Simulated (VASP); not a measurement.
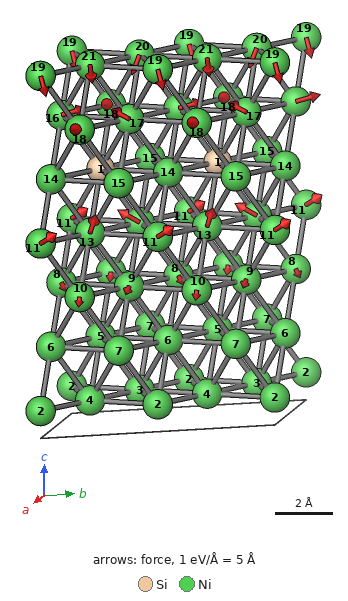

Starting geometry of a slab of composition SiNi$_{20}$ with the computed forces as red arrows. The picture is a ball-and-stick view of the 1 × 2 repeat of the cell, outlined in the plane, without the vacuum, seen slightly off an axis.

The run lets the atoms move in a fixed cell. 6 atoms are held fixed.

Level of theory: VASP 6.6.1, Kohn-Sham DFT of a periodic cell, PBE, VASP PAW PBE potentials, recommended.

Input file:
```
SYSTEM = SiNi20
PREC = Accurate
ENCUT = 520
EDIFF = 1E-6
ISMEAR = 1
SIGMA = 0.1
LREAL = .FALSE.
LASPH = .TRUE.
NELM = 120
ALGO = Normal
ISIF = 2
LWAVE = .FALSE.
LCHARG = .FALSE.
ISPIN = 2
MAGMOM = 0 1 1 1 1 1 1 1 1 1 1 1 1 1 1 1 1 1 1 1 1
LORBIT = 11
LMAXMIX = 4
GGA = PE
IBRION = 2
NSW = 40
EDIFFG = -0.02
KPAR = 8
```

Run as
```bash
cat potpaw_PBE.64/Si/POTCAR potpaw_PBE.64/Ni/POTCAR > POTCAR
mpirun -np 8 vasp_std > vasp.out
```

What follows when this structure is relaxed?

It isn't relaxed: the largest force vector, on Ni atoms, is 0.19 eV/Å. The final displacements follow the starting forces only in part (cosine between the two patterns 0.43). The largest moves, 0.077 Å, are those of Ni atoms. By element the largest moves are Ni 0.077 Å, Si 0.031 Å. The cell stays as it was. Among the contacts that change: Ni–Ni 2.492 → 2.465 Å, Ni–Si 2.492 → 2.468 Å, Ni–Ni 2.492 → 2.496 Å. Over 14 geometry steps the energy falls by 21.5 meV per cell of the calculation. The largest force component goes from 0.19 to 0.2 eV/Å.

Limits of the set-up: only the magnetic order of this start and cell was tried (total moment 11.3 μB per cell).
